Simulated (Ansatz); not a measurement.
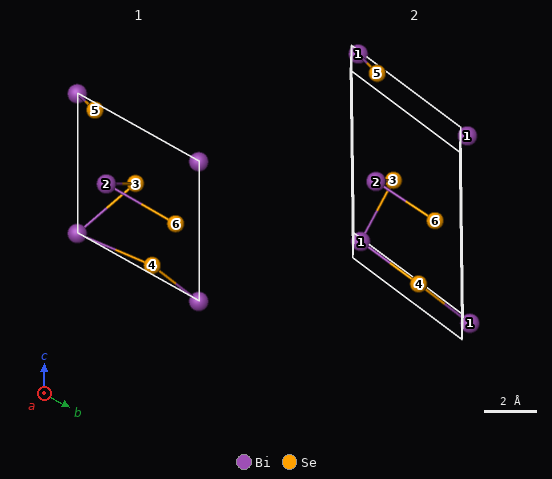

Two geometries of crystalline BiSe₂ (built on the SiO2-122 type type), drawn at one scale. One is the start of a relaxation, the other its converged end. The picture is a ball-and-stick view of the cell of the calculation, seen along the a axis.

Theory: DFT, PBEsol, plane waves, PAW in Ansatz 0.2.0. Set-up: plane-wave cutoff 420 eV; k-point mesh 4 × 4 × 4; occupations fermi dirac; smearing width 0.05 eV; no spin polarisation; cell and atoms relaxed; force threshold 0.01 eV/Å; at most 120 steps.

> Which one is relaxed?

Structure 2 is the relaxed one. Case: shaken. After 34 accepted moves (47 points after the start) the energy has fallen by 231 meV per atom. Largest force component: 0.93 eV/Å at the start, 0.0056 eV/Å at the end. Pressure: 0.27 GPa at the start and −0.02 GPa at the end. The line search rejected the trial steps at points 8, 12, 14, 16, 25, 26, 30, 33 and more of the run. At 3 points the geometry stayed and the basis and grid were re-selected for the new cell (energy shift of 7.2 meV per atom at most each time). Se6 moves most relative to the cell: 0.72 Å along [2 −1 2]. By element the largest moves are Se 0.72 Å, Bi 0.66 Å. The volume changes by +8.1 %, with a 5.937 → 5.884 Å (−0.9 %), b 5.743 → 5.516 Å (−3.9 %), c 5.874 → 7.928 Å (+35.0 %), α 108.6° → 117.1°, β 111.2° → 121.5°, γ 108.2° → 98.7°. Among the contacts that change: Bi1–Se6 3.353 → 5.216 Å, Se4–Se6 3.185 → 4.261 Å, Se3–Se5 3.358 → 4.262 Å, Se3–Se4 3.290 → 4.188 Å. Among the angles between lasting bonds that change: Bi1–Se3–Bi2 147.5° → 112.9°, Se3–Bi2–Se4 66.4° → 99.7°, Se3–Bi1–Se4 63.8° → 96.5°. The space group stays P1 (No. 1). Cost: 14 min on 2 threads of Intel(R) Xeon(R) Processor @ 2.70GHz (shared host), peak memory 0.63 GiB.
